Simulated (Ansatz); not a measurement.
Geometry relaxation, with input and output: ZrC4

ZrC4 (Pm-3m, 5 atoms in the cell), computed with DFT PBE, scalar-relativistic, plane waves, PAW, no spin polarisation (Ansatz 0.2.0).

The structure was made by a generator, so it may or may not be a known phase. Figures and captions count atoms from 1; the log counts them from 0 in places.

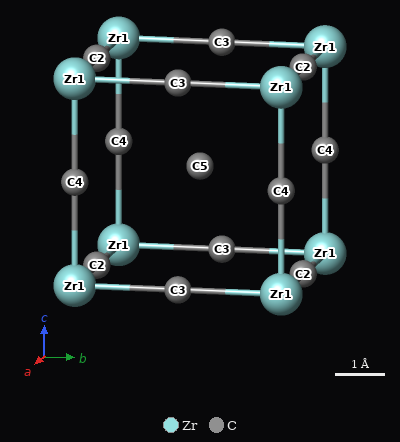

Figure 1. The input geometry (ball-and-stick view of the cell of the calculation, seen slightly off an axis; atoms are numbered from 1 in the order of the input). An atom can appear more than once, as a periodic image.

## Input
```yaml
crystal:
  lattice:
    - [4.3372579711, 0.0, 0.0]
    - [0.0, 4.3372579711, 0.0]
    - [0.0, 0.0, 4.3372579711]
  atoms:
    - { symbol: Zr, position: [0.0, 0.0, 0.0] }
    - { symbol: C, position: [0.5, 0.0, 0.0] }
    - { symbol: C, position: [0.0, 0.5, 0.0] }
    - { symbol: C, position: [0.0, 0.0, 0.5] }
    - { symbol: C, position: [0.5, 0.5, 0.5] }
basis:
  ecutwfc: 420
kpoints:
  mp_grid: { grid: [10, 10, 10] }
hamiltonian:
  xc: pbe
scf:
  occupations: { method: gaussian, width: 0.1 }
output:
  forces: true
  stress: true
  eigenvalues: true
  write_density: true
  write_potential: true
  elf: true
  volumetric_format: npy
relax:
  adjacent_minimum: "off"
  f_tol: 0.01
  max_steps: 80
  cell: { stress_tol: 0.05 }
```

Launched with:
```bash
ansatz run input.yaml --threads 1 --pin off --max-ram 2560MiB --backend cpu --events-out ev --progress --plain --runs-dir out
```

## The program's output
```
Engine: ansatz 0.2.0, aarch64-unknown-linux-gnu
Pseudopotentials: kind: paw
Pseudopotential: Zr, paw, valence charge 12, recommended cutoff 420 eV (normal), Zr.paw.azcp
Pseudopotential: C, paw, valence charge 4, recommended cutoff 420 eV (normal), C.paw.azcp
Functional definition: PBE
  parameter kappa = 0.804
  parameter beta = 0.06672455060314922
  exchange = pbe_x(kappa = kappa, mu = beta*pi^2/3)
  correlation = pbe_c(beta = beta)
Crystal: 5 atoms, lattice volume = 81.592 Å³
Basis set: ecut = 420 eV, 1575 PW (Γ), exchange–correlation on 60×60×60 points (8 copies of the dense FFT grid, shifted against one another)
Bands: 19, of which v1, the nominal top of the filled ones, is band 14 counted from 1 (13 counted from 0)
Symmetry: 48 space group operations
Space group: Pm-3m (ITA 221), of the structure as read, at distance tolerance 4.3e-5 Å
k-points: 56 of 1000
Non-local potential: Zr, projectors of the file, l = 0: 3, l = 1: 2, l = 2: 2, l = 3: 2
Non-local potential: C, projectors of the file, l = 0: 2, l = 1: 2, l = 2: 1
PAW form: soft (Blöchl's): semilocal exchange-correlation on the pseudo side does not see the compensation charge
PAW one-centre angular grid: Zr, 590 points (default); XC on 64 Gauss nodes
PAW one-centre angular grid: C, 110 points (default); XC on 64 Gauss nodes
Initial density: superposition of atomic densities (neutral atoms: chi_scale 0, normalization atom), corrected by the library's trained network
Initial wavefunctions: pseudopotential atomic-orbital guess
Functional: x = pbe(κ = 0.804, μ = 0.2195149727645171), c = pbe(β = 0.06672455060314922)
SCF iter   1: F=—  HF=-5169.506984 eV  |F-HF|=—  |Δ(HF+E_count)|=         —  Δρ=5.93e-3  dr2=4.27e-2  ethr=1.77e-3  ⟨swp⟩=4.2  Hψ=4341  notcnv=0
preconditioner: auto → Kerker (q_TF=auto, 2.283 Å⁻¹)  [metal: Δε(μ)=0.025 eV  Ē_g=5.415 eV  σ=0.100 eV  W_gap=0.14  n_scr=18 (ndim 8)  ℏωp=18.4 eV  f_vac=0.000  D(μ)=4.20/eV (n_scr^D=32)]
SCF iter   2: F=—  HF=-5169.503985 eV  |F-HF|=—  |Δ(HF+E_count)|=   3.00e-3  Δρ=2.86e-3  dr2=9.15e-3  ethr=1.53e-4  ⟨swp⟩=1.0  Hψ=1512  notcnv=0
SCF iter   3: F=—  HF=-5169.503514 eV  |F-HF|=—  |Δ(HF+E_count)|=   4.72e-4  Δρ=4.81e-4  dr2=1.07e-4  ethr=3.27e-5  ⟨swp⟩=1.7  Hψ=1268  notcnv=0  defer=1
SCF iter   4: F=—  HF=-5169.503579 eV  |F-HF|=—  |Δ(HF+E_count)|=   6.55e-5  Δρ=1.48e-4  dr2=1.30e-5  ethr=3.83e-7  ⟨swp⟩=2.8  Hψ=1716  notcnv=0  defer=1
SCF iter   5: F=—  HF=-5169.503822 eV  |F-HF|=—  |Δ(HF+E_count)|=   2.43e-4  Δρ=2.28e-5  dr2=3.12e-7  ethr=4.65e-8  ⟨swp⟩=2.0  Hψ=1556  notcnv=0  defer=1
SCF iter   6: F=-5169.503823 eV  HF=-5169.503823 eV  |F-HF|=1.82e-8  |Δ(HF+E_count)|=   4.50e-7  Δρ=4.46e-6  dr2=2.12e-8  ethr=3.57e-10  ⟨swp⟩=9.5  Hψ=7069  notcnv=0
SCF 1 converged in 6 iterations: F = -5169.503823 eV  dr2 = 2.12e-8
  greatest PAW one-centre occupation: 0.996 electrons in one spin orbital (limit 2), on the Zr atom at site 0 (counted from 0), in its partial waves of l = 0
relax step   1: F+E_penalty+E_count = -5169.50382260 eV  Δ(F+E_penalty+E_count) = +0.000e0 eV  max|allowed force component| = 4.727e-30 eV/Å  Δτ_max = 0.0000 Å  P = -0.943 GPa  Ω = 81.592 Å³  (6 SCF iters, dr2 threshold 1.00e-7 eV, accepted)
Crystal: 5 atoms, lattice volume = 80.641 Å³
Initial density: handed on by an earlier stage of this run
Initial wavefunctions: those handed on with the density
iter 1 solved again at ethr=1.18e-4 eV; its pass at ethr=3.10e-3 eV (dr2=3.29e-2 eV) is discarded
SCF iter   1: F=—  HF=-5169.510315 eV  |F-HF|=—  |Δ(HF+E_count)|=         —  Δρ=3.92e-3  dr2=3.28e-2  ethr=1.18e-4  ⟨swp⟩=1.0  Hψ=5389  notcnv=0
preconditioner: auto → Kerker (q_TF=auto, 2.287 Å⁻¹)  [metal: Δε(μ)=0.019 eV  Ē_g=5.450 eV  σ=0.100 eV  W_gap=0.10  n_scr=18 (ndim 8)  ℏωp=18.5 eV  f_vac=0.000  D(μ)=4.14/eV (n_scr^D=32)]
SCF iter   2: F=—  HF=-5169.508192 eV  |F-HF|=—  |Δ(HF+E_count)|=   2.12e-3  Δρ=1.80e-3  dr2=7.19e-3  ethr=1.17e-4  ⟨swp⟩=1.0  Hψ=1064  notcnv=0
SCF iter   3: F=—  HF=-5169.507593 eV  |F-HF|=—  |Δ(HF+E_count)|=   5.99e-4  Δρ=2.12e-4  dr2=4.39e-5  ethr=2.57e-5  ⟨swp⟩=1.3  Hψ=1083  notcnv=0
SCF iter   4: F=—  HF=-5169.507822 eV  |F-HF|=—  |Δ(HF+E_count)|=   2.29e-4  Δρ=7.07e-5  dr2=7.85e-6  ethr=1.57e-7  ⟨swp⟩=2.0  Hψ=1573  notcnv=0
iter 5 did not close the SCF: its close was put off for the readings that it lacked (scf_convergence_deferred on its scf_iter line)
SCF iter   5: F=-5169.507823 eV  HF=-5169.507823 eV  |F-HF|=1.22e-7  |Δ(HF+E_count)|=   7.16e-7  Δρ=1.55e-5  dr2=3.10e-7  ethr=2.80e-8  ⟨swp⟩=1.4  Hψ=1089  notcnv=0
SCF iter   6: F=-5169.507823 eV  HF=-5169.507823 eV  |F-HF|=4.99e-9  |Δ(HF+E_count)|=   2.02e-7  Δρ=5.95e-6  dr2=4.33e-8  ethr=1.11e-9  ⟨swp⟩=6.1  Hψ=6433  notcnv=0
SCF 2 converged in 6 iterations: F = -5169.507823 eV  dr2 = 4.33e-8
relax step   2: F+E_penalty+E_count = -5169.50782299 eV  Δ(F+E_penalty+E_count) = -4.000e-3 eV  max|allowed force component| = 1.328e-30 eV/Å  Δτ_max = 0.0000 Å  P = +0.024 GPa  Ω = 80.641 Å³  energy of the carried Pulay correction = +1.249e-3 eV  (6 SCF iters, dr2 threshold 5.00e-7 eV, accepted)
Initial wavefunctions: pseudopotential atomic-orbital guess (no wavefunctions were taken with the density)
iter 1 solved again at ethr=1.33e-7 eV; its pass at ethr=3.10e-3 eV (dr2=3.73e-5 eV) is discarded
SCF iter   1: F=—  HF=-5169.506414 eV  |F-HF|=—  |Δ(HF+E_count)|=         —  Δρ=3.42e-5  dr2=1.57e-7  ethr=1.33e-7  ⟨swp⟩=3.0  Hψ=7456  notcnv=0
preconditioner: auto → Kerker (q_TF=auto, 2.287 Å⁻¹)  [metal: Δε(μ)=0.006 eV  Ē_g=5.430 eV  σ=0.100 eV  W_gap=0.03  n_scr=18 (ndim 8)  ℏωp=18.5 eV  f_vac=0.000  D(μ)=4.40/eV (n_scr^D=32)]
SCF iter   2: F=—  HF=-5169.506626 eV  |F-HF|=—  |Δ(HF+E_count)|=   2.12e-4  Δρ=1.75e-5  dr2=4.08e-8  ethr=5.62e-10  ⟨swp⟩=2.1  Hψ=1852  notcnv=0
SCF iter   3: F=—  HF=-5169.506627 eV  |F-HF|=—  |Δ(HF+E_count)|=   1.76e-7  Δρ=3.75e-6  dr2=4.18e-9  ethr=1.46e-10  ⟨swp⟩=2.0  Hψ=1621  notcnv=0
SCF iter   4: F=—  HF=-5169.506627 eV  |F-HF|=—  |Δ(HF+E_count)|=   9.28e-9  Δρ=9.46e-7  dr2=8.61e-10  ethr=1.49e-11  ⟨swp⟩=2.0  Hψ=1585  notcnv=0
iter 5 did not close the SCF: its close was put off for the readings that it lacked (scf_convergence_deferred on its scf_iter line)
SCF iter   5: F=-5169.506627 eV  HF=-5169.506627 eV  |F-HF|=3.00e-11  |Δ(HF+E_count)|=  9.95e-10  Δρ=1.85e-7  dr2=3.55e-11  ethr=3.07e-12  ⟨swp⟩=2.0  Hψ=1588  notcnv=0
SCF iter   6: F=-5169.506627 eV  HF=-5169.506627 eV  |F-HF|=0.00e0  |Δ(HF+E_count)|=  4.73e-11  Δρ=4.10e-8  dr2=4.66e-13  ethr=1.00e-12  ⟨swp⟩=4.0  Hψ=4715  notcnv=0
SCF 3 converged in 6 iterations: F = -5169.506627 eV  dr2 = 4.66e-13
relax step   3: F+E_penalty+E_count = -5169.50662667 eV  Δ(F+E_penalty+E_count) = +1.196e-3 eV  max|allowed force component| = 7.494e-31 eV/Å  Δτ_max = 0.0000 Å  P = +0.008 GPa  Ω = 80.641 Å³  stress off target by 7.71e-3 GPa  SCF on the basis re-selected at this cell (its energy is not comparable with the rows above)  (6 SCF iters)
```

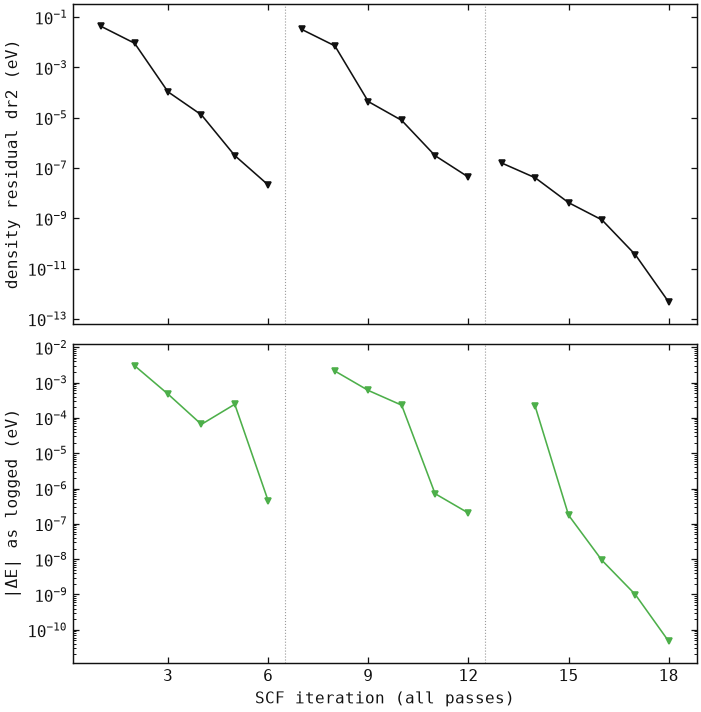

Figure 2. Convergence of the self-consistent field: density residual dr2 and size of the energy change against the SCF iteration. The dotted lines part the SCF passes of the relaxation: geometry steps, rejected trials and re-solves on a re-selected basis. The passes take 6, 6 and 6 iterations.

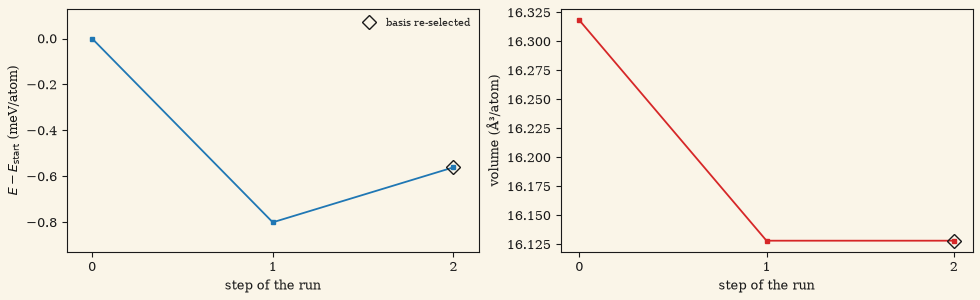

Figure 3. Progress of the relaxation, step by step (the first geometry is step 0 here and step 1 in the log). Over 1 geometry step the energy falls by 0.8 meV per atom. All forces vanish by symmetry, so only the cell relaxes. Pressure: −0.94 GPa at the start and 0.01 GPa at the end. The atoms keep their places relative to the cell (all moves are under 0.005 Å). A last SCF at the same geometry on a re-selected plane-wave basis shifts the energy by +0.2 meV per atom.

```
basis re-selected at this cell: Δ(F+E_penalty+E_count) = +1.196e-3 eV, ΔP = -0.017 GPa vs the last step (what re-selecting the basis moved, of the pressure what is left beyond the Pulay correction that the steps carried, after the strain that the cell walked since its last selection, with what the two solves' SCF thresholds leave and, on support functions, any second-order correction that the steps lacked; it is no measure of the basis error at this ecutwfc). This SCF's stress stands 7.71e-3 GPa from its target on what of the cell is left free (relax.cell.stress_tol is 5.00e-2 GPa) and its largest allowed force component is 7.49e-31 eV/Å (relax.f_tol is 1.00e-2 eV/Å): within both
SCF converged after 6 iterations
Free energy (F): -5169.506627 eV
Harris-Foulkes:  -5169.506627 eV  (|F-HF|=0.00e0)
Internal energy: -5169.484623 eV  (E = F + TS)
E sigma→0 (E₀):  -5169.495625 eV
Entropy (-TS):   -0.022004 eV (-4.401 meV/atom)
Fermi energy:    4.842437 eV
--- Per-component energies (eV) ---
  E_band       = -198.939179
  E_kinetic    = 639.856597
  E_local      = -1425.942944  (includes V_loc(G=0)·N_el)
  E_nonlocal   = 193.761129
  E_hartree    = 450.368797
  E_xc         = -339.551935
  E_vxc        = -409.541647  (∫ρ·V_xc dr)
  E_paw        = -3343.754081  (= ΣΔE_a)
  E_vpaw       = -97.809939  (= ΣTr[D̂ρ^β])
  E_aug_tail   = 0.000031  (compensation charges beyond the density's cutoff)
  E_ewald      = -1344.222217
  E_smearing   = -0.022004  (= −TS)
  E_closure    = 0.000000  (closes the sum)
  Σ components = -5169.506627   (vs F -5169.506627, Δ=0.00e0)
--- Forces (eV/Å), atoms counted from 1 ---
  atom   1  Zr     0.00000000     0.00000000    -0.00000000
  atom   2  C      0.00000000    -0.00000000     0.00000000
  atom   3  C      0.00000000     0.00000000    -0.00000000
  atom   4  C      0.00000000    -0.00000000     0.00000000
  atom   5  C      0.00000000     0.00000000     0.00000000
  max |Σ_I F_I| component: 2.17e-30 eV/Å
--- Stress (GPa, compression-positive) ---
        0.007707       0.000000      -0.000000
        0.000000       0.007707      -0.000000
       -0.000000      -0.000000       0.007707
  P = ⅓ Tr σ = 0.0077 GPa (0.077 kbar)
--- Band table (eV; the first three rows and the last of 56) ---
  k-point 0: bands = ["-42.1625", "-20.4644", "-20.4644", "-20.4644", "-5.9654", "-3.9636", "-3.9636", "-2.8031", "3.0856", "3.0856", "3.0856", "5.7312", "5.7312", "5.7312", "5.9202", "5.9202", "5.9202", "7.1180", "7.1180"]
  k-point 1: bands = ["-42.1625", "-20.4698", "-20.4639", "-20.4639", "-5.9003", "-3.9581", "-3.9256", "-2.8392", "3.0966", "3.0966", "3.1132", "5.5233", "5.5233", "5.6428", "5.6741", "5.9059", "5.9059", "6.9097", "6.9838"]
  k-point 2: bands = ["-42.1623", "-20.4839", "-20.4628", "-20.4628", "-5.7157", "-3.9435", "-3.8736", "-2.8772", "3.1147", "3.1218", "3.1218", "5.0028", "5.1228", "5.1228", "5.5302", "5.8981", "5.8981", "6.4961", "6.8025"]
  k-point 55: bands = ["-42.1607", "-20.5096", "-20.5096", "-20.5096", "-3.6436", "-2.8851", "-2.8851", "-2.8851", "1.2482", "1.2482", "1.2482", "2.0330", "2.0330", "2.0637", "6.1084", "6.1084", "6.1084", "7.1416", "7.1416"]
--- Relaxed structure (2 steps of the walk, 2 accepted, 1 SCFs on fresh bases) ---
  F+E_penalty+E_count = -5169.50662667 eV   max|allowed force component| = 7.494e-31 eV/Å   (the final SCF, on the basis selected at the relaxed cell)
  cell:  # Å, volume = 80.6405 Å³
    - [4.320338397559502, -1.9079056976746274e-34, -6.419766481290786e-35]
    - [-1.9079056976746274e-34, 4.320338397559502, 0.0]
    - [-6.419766481290786e-35, 0.0, 4.320338397559502]
  atoms:
    - { symbol: Zr, position: [-1.0361008191919558e-35, -9.898463183351723e-36, -9.435918174783885e-36] }
    - { symbol: C, position: [0.5, -2.0999543388979825e-35, 1.202617022276378e-36] }
    - { symbol: C, position: [1.924187235642204e-35, 0.5, 3.0527970565477276e-36] }
    - { symbol: C, position: [1.184115221933664e-35, -1.406136826046226e-35, 0.5] }
    - { symbol: C, position: [0.5, 0.5, 0.5] }
```

## Trajectory as extended XYZ (Å, eV, eV/Å), 3 frames, from step=1 to step=3
```
5
Lattice="4.3373 0.0000 0.0000 0.0000 4.3373 0.0000 0.0000 0.0000 4.3373" Properties=species:S:1:pos:R:3:forces:R:3 step=1 energy=-5169.50382 pressure_GPa=-0.94
Zr    0.0000    0.0000    0.0000    0.0000   0.0000   0.0000
C     2.1686    0.0000    0.0000    0.0000   0.0000   0.0000
C     0.0000    2.1686    0.0000    0.0000   0.0000   0.0000
C     0.0000    0.0000    2.1686    0.0000   0.0000   0.0000
C     2.1686    2.1686    2.1686    0.0000   0.0000   0.0000
5
Lattice="4.3203 0.0000 0.0000 0.0000 4.3203 0.0000 0.0000 0.0000 4.3203" Properties=species:S:1:pos:R:3:forces:R:3 step=2 energy=-5169.50782 pressure_GPa=0.02
Zr    0.0000    0.0000    0.0000    0.0000   0.0000   0.0000
C     2.1602    0.0000    0.0000    0.0000   0.0000   0.0000
C     0.0000    2.1602    0.0000    0.0000   0.0000   0.0000
C     0.0000    0.0000    2.1602    0.0000   0.0000   0.0000
C     2.1602    2.1602    2.1602    0.0000   0.0000   0.0000
5
Lattice="4.3203 0.0000 0.0000 0.0000 4.3203 0.0000 0.0000 0.0000 4.3203" Properties=species:S:1:pos:R:3:forces:R:3 step=3 energy=-5169.50663 pressure_GPa=0.01
Zr    0.0000    0.0000    0.0000    0.0000   0.0000   0.0000
C     2.1602    0.0000    0.0000    0.0000   0.0000   0.0000
C     0.0000    2.1602    0.0000    0.0000   0.0000   0.0000
C     0.0000    0.0000    2.1602    0.0000   0.0000   0.0000
C     2.1602    2.1602    2.1602    0.0000   0.0000   0.0000
```

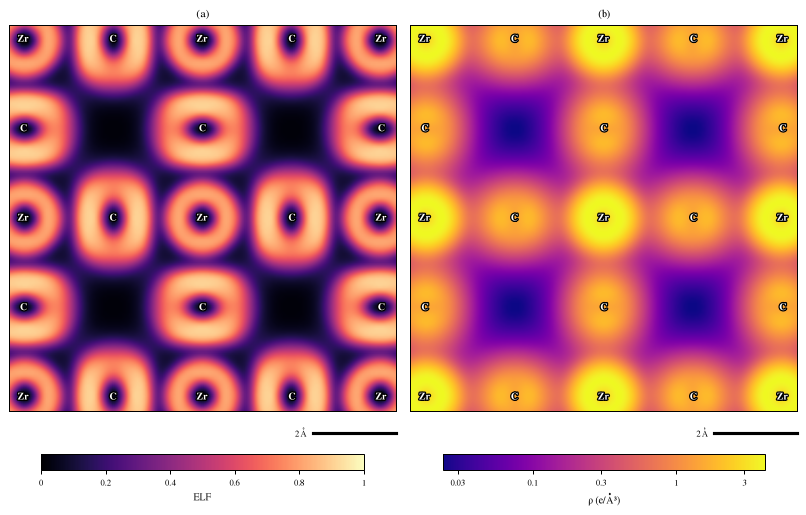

Figure 4. (a) electron localisation function; (b) valence charge density (pseudo) on the (010) plane of the conventional cell. The section cuts through Zr and C sites. Zr–C (2.16 Å): ρ at the midpoint is about 0.69 e/Å³; the ELF peaks at about 0.90 in the valence shell of C, 0.6 Å from its nucleus, and drops to about 0.30 between the two atoms. Away from the nuclei the density in this plane falls to 0.02 e/Å³ at its lowest. The strong features right at Zr lie inside the PAW spheres (semicore, d or f shells) and say nothing about bonding. The fields are those of the smooth PAW valence density.

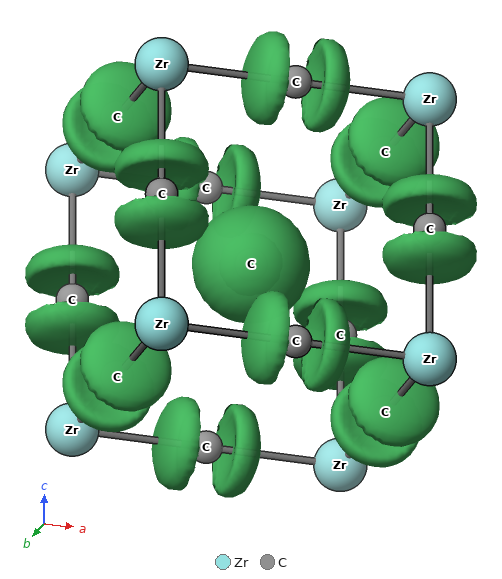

Figure 5. Isosurface of the electron localisation function at 0.8 (green), seen at an oblique angle. Only the valence region is drawn (cores and ρ < 0.01 e/Å³ removed). Sticks mark near contacts. The outline is the cell set on symmetry axes. Values along the shortest contacts: Zr–C (2.16 Å): the ELF peaks at about 0.90 in the valence shell of C, 0.6 Å from its nucleus, and drops to about 0.30 between the two atoms.

## Summary

| quantity | value |
| --- | --- |
| outcome | converged |
| space group (tolerance 0.01 Å) | Pm-3m (221) |
| electrons treated | 28 |
| free energy | −5169.5066 eV |
| Fermi energy | 4.842 eV |
| gap on the k-point mesh | none (metallic) |
| pressure | 0.01 GPa |
| final volume | 80.64 Å³ |
| largest force (length of the vector) at the end | under 0.001 eV/Å |
| final cell | a = 4.320 Å, b = 4.320 Å, c = 4.320 Å, α = 90.00°, β = 90.00°, γ = 90.00° |
| hardware | 1 thread of Arm Neoverse V2, 24 GiB of memory available, shared host |
| wall time | 13 s |
| peak memory | 0.38 GiB |
